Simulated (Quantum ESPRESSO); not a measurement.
## Band-structure run of CsPbBr$_{3}$

The run: band-structure run of CsPbBr$_{3}$ (5 atoms in the cell). Method and program: Kohn-Sham DFT of a periodic cell, PBE, SSSP 1.3 efficiency PBE, no spin polarisation (Quantum ESPRESSO 7.5).

The structure derives from an entry of the Crystallography Open Database.

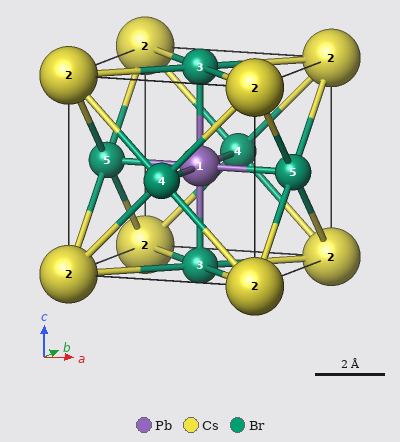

**Figure 1.** The structure as given in the input (ball-and-stick view of the cell of the calculation, seen slightly off an axis; atoms are numbered from 1 in the order of the input). An atom can appear more than once, as a periodic image.

Input file
```
&CONTROL
  calculation = 'scf'
  prefix = 'pwscf'
  outdir = './tmp'
  pseudo_dir = './pseudo'
  tprnfor = .true.
  tstress = .true.
  disk_io = 'low'
/
&SYSTEM
  ibrav = 0
  nat = 5
  ntyp = 3
  ecutwfc = 55
  ecutrho = 440
  nbnd = 31
  occupations = 'smearing'
  smearing = 'fd'
  degauss = 0.00367493
/
&ELECTRONS
  conv_thr = 1d-09
  electron_maxstep = 120
  mixing_beta = 0.5
/
ATOMIC_SPECIES
Pb   207.2000 Pb.pbe-dn-kjpaw_psl.0.2.2.UPF
Cs   132.9055 Cs_pbe_v1.uspp.F.UPF
Br    79.9040 br_pbe_v1.4.uspp.F.UPF
CELL_PARAMETERS angstrom
   5.8700000000    0.0000000000    0.0000000000
   0.0000000000    5.8700000000    0.0000000000
   0.0000000000    0.0000000000    5.8700000000
ATOMIC_POSITIONS crystal
Pb     0.5000000000    0.5000000000    0.5000000000
Cs     0.0000000000    0.0000000000    0.0000000000
Br     0.5000000000    0.5000000000    0.0000000000
Br     0.5000000000    0.0000000000    0.5000000000
Br     0.0000000000    0.5000000000    0.5000000000
K_POINTS automatic
5 5 5 0 0 0
```

File bands.in
```
&CONTROL
  calculation = 'bands'
  prefix = 'pwscf'
  outdir = './tmp'
  pseudo_dir = './pseudo'
  disk_io = 'low'
  verbosity = 'high'
/
&SYSTEM
  ibrav = 0
  nat = 5
  ntyp = 3
  ecutwfc = 55
  ecutrho = 440
  nbnd = 31
  occupations = 'smearing'
  smearing = 'fd'
  degauss = 0.00367493
/
&ELECTRONS
  conv_thr = 1d-08
  electron_maxstep = 120
  mixing_beta = 0.5
  diago_full_acc = .true.
  startingwfc = 'random'
/
ATOMIC_SPECIES
Pb   207.2000 Pb.pbe-dn-kjpaw_psl.0.2.2.UPF
Cs   132.9055 Cs_pbe_v1.uspp.F.UPF
Br    79.9040 br_pbe_v1.4.uspp.F.UPF
CELL_PARAMETERS angstrom
   5.8700000000    0.0000000000    0.0000000000
   0.0000000000    5.8700000000    0.0000000000
   0.0000000000    0.0000000000    5.8700000000
ATOMIC_POSITIONS crystal
Pb     0.5000000000    0.5000000000    0.5000000000
Cs     0.0000000000    0.0000000000    0.0000000000
Br     0.5000000000    0.5000000000    0.0000000000
Br     0.5000000000    0.0000000000    0.5000000000
Br     0.0000000000    0.5000000000    0.5000000000
K_POINTS crystal
60
 0.0000000000  0.0000000000  0.0000000000 1
 0.0000000000  0.0714285714  0.0000000000 1
 0.0000000000  0.1428571429  0.0000000000 1
 0.0000000000  0.2142857143  0.0000000000 1
 0.0000000000  0.2857142857  0.0000000000 1
 0.0000000000  0.3571428571  0.0000000000 1
 0.0000000000  0.4285714286  0.0000000000 1
 0.0000000000  0.5000000000  0.0000000000 1
 0.0714285714  0.5000000000  0.0000000000 1
 0.1428571429  0.5000000000  0.0000000000 1
 0.2142857143  0.5000000000  0.0000000000 1
 0.2857142857  0.5000000000  0.0000000000 1
 0.3571428571  0.5000000000  0.0000000000 1
 0.4285714286  0.5000000000  0.0000000000 1
 0.5000000000  0.5000000000  0.0000000000 1
 0.4545454545  0.4545454545  0.0000000000 1
 0.4090909091  0.4090909091  0.0000000000 1
 0.3636363636  0.3636363636  0.0000000000 1
 0.3181818182  0.3181818182  0.0000000000 1
 0.2727272727  0.2727272727  0.0000000000 1
 0.2272727273  0.2272727273  0.0000000000 1
 0.1818181818  0.1818181818  0.0000000000 1
 0.1363636364  0.1363636364  0.0000000000 1
 0.0909090909  0.0909090909  0.0000000000 1
 0.0454545455  0.0454545455  0.0000000000 1
 0.0000000000  0.0000000000  0.0000000000 1
 0.0357142857  0.0357142857  0.0357142857 1
 0.0714285714  0.0714285714  0.0714285714 1
 0.1071428571  0.1071428571  0.1071428571 1
 0.1428571429  0.1428571429  0.1428571429 1
 0.1785714286  0.1785714286  0.1785714286 1
 0.2142857143  0.2142857143  0.2142857143 1
 0.2500000000  0.2500000000  0.2500000000 1
 0.2857142857  0.2857142857  0.2857142857 1
 0.3214285714  0.3214285714  0.3214285714 1
 0.3571428571  0.3571428571  0.3571428571 1
 0.3928571429  0.3928571429  0.3928571429 1
 0.4285714286  0.4285714286  0.4285714286 1
 0.4642857143  0.4642857143  0.4642857143 1
 0.5000000000  0.5000000000  0.5000000000 1
 0.4545454545  0.5000000000  0.4545454545 1
 0.4090909091  0.5000000000  0.4090909091 1
 0.3636363636  0.5000000000  0.3636363636 1
 0.3181818182  0.5000000000  0.3181818182 1
 0.2727272727  0.5000000000  0.2727272727 1
 0.2272727273  0.5000000000  0.2272727273 1
 0.1818181818  0.5000000000  0.1818181818 1
 0.1363636364  0.5000000000  0.1363636364 1
 0.0909090909  0.5000000000  0.0909090909 1
 0.0454545455  0.5000000000  0.0454545455 1
 0.0000000000  0.5000000000  0.0000000000 1
 0.5000000000  0.5000000000  0.0000000000 1
 0.5000000000  0.5000000000  0.0625000000 1
 0.5000000000  0.5000000000  0.1250000000 1
 0.5000000000  0.5000000000  0.1875000000 1
 0.5000000000  0.5000000000  0.2500000000 1
 0.5000000000  0.5000000000  0.3125000000 1
 0.5000000000  0.5000000000  0.3750000000 1
 0.5000000000  0.5000000000  0.4375000000 1
 0.5000000000  0.5000000000  0.5000000000 1
```

Machine: 2 threads of Intel Xeon (Sapphire Rapids), 16 GiB of memory available, shared host.

Run as:
```bash
OMP_NUM_THREADS=1 mpirun -n 2 pw.x -nk 2 -in pw.in > pw.out
OMP_NUM_THREADS=1 mpirun -n 2 pw.x -nk 2 -in bands.in > bands.out
```

What the program printed
```
This program is part of the open-source Quantum ESPRESSO suite
     for quantum simulation of materials; please cite
         "P. Giannozzi et al., J. Phys.:Condens. Matter 21 395502 (2009);
         "P. Giannozzi et al., J. Phys.:Condens. Matter 29 465901 (2017);
         "P. Giannozzi et al., J. Chem. Phys. 152 154105 (2020);
          URL
     in publications or presentations arising from this work. More details at

     file Pb.pbe-dn-kjpaw_psl.0.2.2.UPF: wavefunction(s)  6S renormalized
     Message from routine setup:
     using ibrav=0 with symmetry is DISCOURAGED, use correct ibrav instead

     K-points division:     npool     =       2
     Subspace diagonalization in iterative solution of the eigenvalue problem:
     a serial algorithm will be used

     G-vector sticks info
     --------------------
     sticks:   dense  smooth     PW     G-vecs:    dense   smooth      PW
     Sum        4309    2161    593               212911    75037   11067

     Using Slab Decomposition

     bravais-lattice index     =            0
     lattice parameter (alat)  =      11.0927  a.u.
     unit-cell volume          =    1364.9317 (a.u.)^3
     number of atoms/cell      =            5
     number of atomic types    =            3
     number of electrons       =        44.00
     number of Kohn-Sham states=           31
     kinetic-energy cutoff     =      55.0000  Ry
     charge density cutoff     =     440.0000  Ry
     scf convergence threshold =      1.0E-09
     mixing beta               =       0.5000
     number of iterations used =            8  plain     mixing
     Exchange-correlation=  SLA  PW   PBX  PBC
                           (   1   4   3   4   0   0   0)

     celldm(1)=  11.092692  celldm(2)=   0.000000  celldm(3)=   0.000000
     celldm(4)=   0.000000  celldm(5)=   0.000000  celldm(6)=   0.000000

     crystal axes: (cart. coord. in units of alat)
               a(1) = (   1.000000   0.000000   0.000000 )
               a(2) = (   0.000000   1.000000   0.000000 )
               a(3) = (   0.000000   0.000000   1.000000 )

     reciprocal axes: (cart. coord. in units 2 pi/alat)
               b(1) = (  1.000000  0.000000  0.000000 )
               b(2) = (  0.000000  1.000000  0.000000 )
               b(3) = (  0.000000  0.000000  1.000000 )

     PseudoPot. # 1 for Pb read from file:
     Pb.pbe-dn-kjpaw_psl.0.2.2.UPF
     Pseudo is Projector augmented-wave + core cor, Zval = 14.0
     Generated using "atomic" code by A. Dal Corso  v.5.0.99 svn rev. 10869
     Shape of augmentation charge: PSQ
     Using radial grid of 1281 points,  6 beta functions with:
                l(1) =   0
                l(2) =   0
                l(3) =   1
                l(4) =   1
                l(5) =   2
                l(6) =   2
     Q(r) pseudized with 0 coefficients

     PseudoPot. # 2 for Cs read from file:
     Cs_pbe_v1.uspp.F.UPF
     Pseudo is Ultrasoft + core correction, Zval =  9.0
     Generated by new atomic code, or converted to UPF format
     Using radial grid of  905 points,  6 beta functions with:
                l(1) =   0
                l(2) =   0
                l(3) =   1
                l(4) =   1
                l(5) =   2
                l(6) =   2
     Q(r) pseudized with  6 coefficients,  rinner =    1.500   1.500   1.500
                                                       1.500   1.500

     PseudoPot. # 3 for Br read from file:
     br_pbe_v1.4.uspp.F.UPF
     Pseudo is Ultrasoft + core correction, Zval =  7.0
     Generated by new atomic code, or converted to UPF format
     Using radial grid of  879 points,  6 beta functions with:
                l(1) =   0
                l(2) =   0
                l(3) =   1
                l(4) =   1
                l(5) =   2
                l(6) =   2
     Q(r) pseudized with  8 coefficients,  rinner =    1.100   1.100   1.100
                                                       1.100   1.100

     atomic species   valence    mass     pseudopotential
     Pb               14.00   207.20000     Pb( 1.00)
     Cs                9.00   132.90550     Cs( 1.00)
     Br                7.00    79.90400     Br( 1.00)

     48 Sym. Ops., with inversion, found

   Cartesian axes

     site n.     atom                  positions (alat units)
         1        Pb     tau(   1) = (   0.5000000   0.5000000   0.5000000  )
         2        Cs     tau(   2) = (   0.0000000   0.0000000   0.0000000  )
         3        Br     tau(   3) = (   0.5000000   0.5000000   0.0000000  )
         4        Br     tau(   4) = (   0.5000000   0.0000000   0.5000000  )
         5        Br     tau(   5) = (   0.0000000   0.5000000   0.5000000  )

     number of k points=    10  Fermi-Dirac smearing, width (Ry)=  0.0037
                       cart. coord. in units 2pi/alat
        k(    1) = (   0.0000000   0.0000000   0.0000000), wk =   0.0160000
        k(    2) = (   0.0000000   0.0000000   0.2000000), wk =   0.0960000
        k(    3) = (   0.0000000   0.0000000   0.4000000), wk =   0.0960000
        k(    4) = (   0.0000000   0.2000000   0.2000000), wk =   0.1920000
        k(    5) = (   0.0000000   0.2000000   0.4000000), wk =   0.3840000
        k(    6) = (   0.0000000   0.4000000   0.4000000), wk =   0.1920000
        k(    7) = (   0.2000000   0.2000000   0.2000000), wk =   0.1280000
        k(    8) = (   0.2000000   0.2000000   0.4000000), wk =   0.3840000
        k(    9) = (   0.2000000   0.4000000   0.4000000), wk =   0.3840000
        k(   10) = (   0.4000000   0.4000000   0.4000000), wk =   0.1280000

     Dense  grid:   212911 G-vectors     FFT dimensions: (  75,  75,  75)

     Smooth grid:    75037 G-vectors     FFT dimensions: (  54,  54,  54)

     Initial potential from superposition of free atoms

     starting charge      43.9582, renormalised to      44.0000
     Starting wfcs are   34 randomized atomic wfcs
     Checking if some PAW data can be deallocated...

     Self-consistent Calculation

     iteration #  1     ecut=    55.00 Ry     beta= 0.50
     Davidson diagonalization with overlap
     ethr =  1.00E-02,  avg # of iterations =  3.4

     Threshold (ethr) on eigenvalues was too large:
     Diagonalizing with lowered threshold

     Davidson diagonalization with overlap
     ethr =  3.28E-04,  avg # of iterations =  4.2

     total energy              =   -1074.59988801 Ry
     estimated scf accuracy    <       0.13616845 Ry

     iteration #  2     ecut=    55.00 Ry     beta= 0.50
     Davidson diagonalization with overlap
     ethr =  3.09E-04,  avg # of iterations =  2.7

     total energy              =   -1074.63506390 Ry
     estimated scf accuracy    <       0.00584545 Ry

     iteration #  3     ecut=    55.00 Ry     beta= 0.50
     Davidson diagonalization with overlap
     ethr =  1.33E-05,  avg # of iterations =  6.5

     total energy              =   -1074.63980869 Ry
     estimated scf accuracy    <       0.00170274 Ry

     iteration #  4     ecut=    55.00 Ry     beta= 0.50
     Davidson diagonalization with overlap
     ethr =  3.87E-06,  avg # of iterations =  4.0

     total energy              =   -1074.64003454 Ry
     estimated scf accuracy    <       0.00009462 Ry

     iteration #  5     ecut=    55.00 Ry     beta= 0.50
     Davidson diagonalization with overlap
     ethr =  2.15E-07,  avg # of iterations =  4.8

     total energy              =   -1074.64007315 Ry
     estimated scf accuracy    <       0.00002951 Ry

     iteration #  6     ecut=    55.00 Ry     beta= 0.50
     Davidson diagonalization with overlap
     ethr =  6.71E-08,  avg # of iterations =  2.2

     total energy              =   -1074.64007372 Ry
     estimated scf accuracy    <       0.00000912 Ry

     iteration #  7     ecut=    55.00 Ry     beta= 0.50
     Davidson diagonalization with overlap
     ethr =  2.07E-08,  avg # of iterations =  4.9

     total energy              =   -1074.64007680 Ry
     estimated scf accuracy    <       0.00000448 Ry

     iteration #  8     ecut=    55.00 Ry     beta= 0.50
     Davidson diagonalization with overlap
     ethr =  1.02E-08,  avg # of iterations =  2.1

     total energy              =   -1074.64007701 Ry
     estimated scf accuracy    <       0.00000039 Ry

     iteration #  9     ecut=    55.00 Ry     beta= 0.50
     Davidson diagonalization with overlap
     ethr =  8.87E-10,  avg # of iterations =  5.0

     total energy              =   -1074.64007731 Ry
     estimated scf accuracy    <       0.00000051 Ry

     iteration # 10     ecut=    55.00 Ry     beta= 0.50
     Davidson diagonalization with overlap
     ethr =  8.87E-10,  avg # of iterations =  1.4

     total energy              =   -1074.64007726 Ry
     estimated scf accuracy    <       0.00000019 Ry

     iteration # 11     ecut=    55.00 Ry     beta= 0.50
     Davidson diagonalization with overlap
     ethr =  4.28E-10,  avg # of iterations =  4.1

     total energy              =   -1074.64007729 Ry
     estimated scf accuracy    <          4.4E-09 Ry

     iteration # 12     ecut=    55.00 Ry     beta= 0.50
     Davidson diagonalization with overlap
     ethr =  9.96E-12,  avg # of iterations =  5.0

     total energy              =   -1074.64007729 Ry
     estimated scf accuracy    <          4.3E-09 Ry

     iteration # 13     ecut=    55.00 Ry     beta= 0.50
     Davidson diagonalization with overlap
     ethr =  9.75E-12,  avg # of iterations =  3.4

     End of self-consistent calculation

          k = 0.0000 0.0000 0.0000 (  9435 PWs)   bands (ev):

   -17.6147 -13.0110 -13.0110 -12.8484 -12.8484 -12.8484 -10.9612 -10.2385
   -10.2385  -4.4090  -4.4090  -4.4090  -3.1084  -0.4806  -0.4806  -0.4806
     1.6966   1.6966   1.6966   1.8168   1.8168   1.8168   6.8752   7.9653
     7.9653   8.7211   8.7211   8.7211   9.8960   9.8960   9.8960

          k = 0.0000 0.0000 0.2000 (  9410 PWs)   bands (ev):

   -17.6144 -13.0110 -12.9890 -12.8488 -12.8488 -12.8484 -10.9169 -10.3229
   -10.2379  -4.4048  -4.4047  -4.4047  -3.4440  -0.4495  -0.4495   0.1974
     1.6507   1.6518   1.6518   1.7739   1.7739   1.8106   7.2588   8.1986
     8.2622   8.7032   8.8512   8.9416   8.9416   9.8343   9.8343

          k = 0.0000 0.0000 0.4000 (  9386 PWs)   bands (ev):

   -17.6138 -13.0109 -12.9527 -12.8493 -12.8493 -12.8484 -10.7921 -10.5139
   -10.2369  -4.3984  -4.3976  -4.3976  -3.8193  -0.3962  -0.3962   0.9804
     1.5662   1.5662   1.5796   1.7169   1.7169   2.2270   6.8084   8.1283
     8.7679   8.8590   9.1766   9.1847   9.1847  10.1742  10.1742

          k = 0.0000 0.2000 0.2000 (  9395 PWs)   bands (ev):

   -17.6140 -13.0002 -12.9773 -12.8491 -12.8487 -12.8487 -10.8762 -10.3550
   -10.2831  -4.4116  -4.4007  -4.3977  -3.7399  -0.4134   0.0263   0.3848
     1.4378   1.6161   1.7144   1.7171   1.8100   1.8836   7.5512   8.3308
     8.3401   8.5747   8.6316   8.9490   9.1181   9.5720   9.7173

          k = 0.0000 0.2000 0.4000 (  9405 PWs)   bands (ev):

   -17.6134 -12.9966 -12.9437 -12.8497 -12.8493 -12.8487 -10.7595 -10.5164
   -10.2989  -4.4089  -4.4002  -4.3942  -4.0896  -0.3506   0.2152   0.9293
     1.3743   1.5397   1.6413   1.6967   1.8834   2.3210   6.6418   8.1212
     8.4536   8.8973   8.9985   9.0853   9.4238   9.9080  10.0361

          k = 0.0000 0.4000 0.4000 (  9406 PWs)   bands (ev):

   -17.6129 -12.9833 -12.9181 -12.8502 -12.8493 -12.8493 -10.6640 -10.5412
   -10.4234  -4.4243  -4.4177  -4.4115  -4.3888  -0.2696   0.8296   1.1111
     1.3549   1.4945   1.5157   1.6518   2.1073   2.7859   6.3527   6.4298
     8.8157   8.9020   9.2864   9.5458   9.7337   9.8438   9.9200

          k = 0.2000 0.2000 0.2000 (  9390 PWs)   bands (ev):

   -17.6137 -12.9773 -12.9773 -12.8491 -12.8491 -12.8491 -10.8394 -10.3540
   -10.3540  -4.4119  -4.4119  -4.3904  -4.0101   0.0657   0.0657   0.5308
     1.4117   1.4117   1.7163   1.8530   1.8726   1.8726   7.6894   8.1266
     8.1266   8.4828   8.7249   8.7249   9.5394   9.5394   9.7459

          k = 0.2000 0.2000 0.4000 (  9384 PWs)   bands (ev):

   -17.6131 -12.9773 -12.9393 -12.8496 -12.8496 -12.8491 -10.7326 -10.5178
   -10.3525  -4.4142  -4.4125  -4.3952  -4.3422   0.1369   0.3667   0.9207
     1.2292   1.4239   1.7704   1.8442   1.9301   2.3764   6.4718   7.9107
     7.9265   8.5617   9.0832   9.1758   9.7699   9.8920  10.0873

          k = 0.2000 0.4000 0.4000 (  9407 PWs)   bands (ev):

   -17.6127 -12.9589 -12.9181 -12.8502 -12.8496 -12.8496 -10.6519 -10.5398
   -10.4585  -4.6643  -4.4250  -4.4222  -4.4036   0.3213   0.8804   1.0784
     1.1587   1.3724   1.8203   1.8769   2.1108   2.8381   6.1724   6.2567
     7.6729   8.8005   9.3310   9.3374   9.5766   9.7845  10.2299

          k = 0.4000 0.4000 0.4000 (  9414 PWs)   bands (ev):

   -17.6122 -12.9181 -12.9181 -12.8502 -12.8502 -12.8502 -10.6121 -10.5375
   -10.5375  -4.9804  -4.4368  -4.4368  -4.4284   0.9557   1.0202   1.0202
     1.3222   1.3222   2.0926   2.0926   2.1316   3.2324   5.8859   5.8859
     6.0609   8.5342   9.1731   9.1731   9.1859  10.1317  10.1317

     the Fermi energy is     4.4201 ev

!    total energy              =   -1074.64007729 Ry
     estimated scf accuracy    <          7.5E-11 Ry
     smearing contrib. (-TS)   =      -0.00000000 Ry
     internal energy E=F+TS    =   -1074.64007729 Ry

     The total energy is F=E-TS. E is the sum of the following terms:
     one-electron contribution =     -94.55322897 Ry
     hartree contribution      =      68.49829584 Ry
     xc contribution           =    -153.09864044 Ry
     ewald contribution        =    -167.04372586 Ry
     one-center paw contrib.   =    -728.44277785 Ry

     convergence has been achieved in  13 iterations

     Forces acting on atoms (cartesian axes, Ry/au):

     atom    1 type  1   force =     0.00000000    0.00000000    0.00000000
     atom    2 type  2   force =     0.00000000    0.00000000    0.00000000
     atom    3 type  3   force =     0.00000000    0.00000000    0.00000000
     atom    4 type  3   force =     0.00000000    0.00000000    0.00000000
     atom    5 type  3   force =     0.00000000    0.00000000    0.00000000

     Total force =     0.000000     Total SCF correction =     0.000000

     Computing stress (Cartesian axis) and pressure

          total   stress  (Ry/bohr**3)                   (kbar)     P=       13.96
   0.00009490   0.00000000   0.00000000           13.96        0.00        0.00
   0.00000000   0.00009490   0.00000000            0.00       13.96        0.00
   0.00000000   0.00000000   0.00009490            0.00        0.00       13.96

=------------------------------------------------------------------------------=
   JOB DONE.
=------------------------------------------------------------------------------=
```

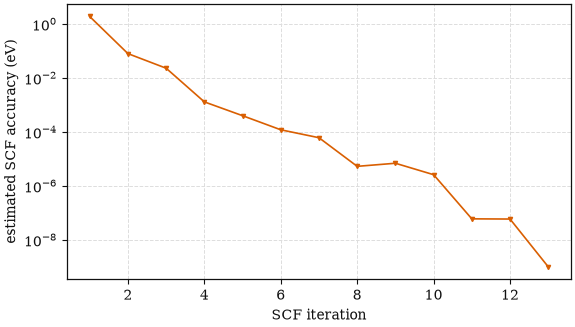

**Figure 2.** Convergence of the self-consistent field: estimated SCF accuracy against the iteration. The field takes 13 iterations in all.

Key numbers

- outcome: converged
- space group (tolerance 0.01 Å): Pm-3m (221)
- electrons treated: 44
- free energy: −14621.2231 eV
- Fermi energy: 4.420 eV
- gap on the k-point mesh: 2.65 eV
- gap on the band path: 1.54 eV
- pressure: 1.40 GPa
- largest force (length of the vector): under 0.001 eV/Å
- wall time: 6 min (CPU time 12 min)
- peak memory: 1 GiB

Remarks

Further notes kept with the run: eigenvalues not converged. Spin–orbit coupling is left out, which matters for Pb.
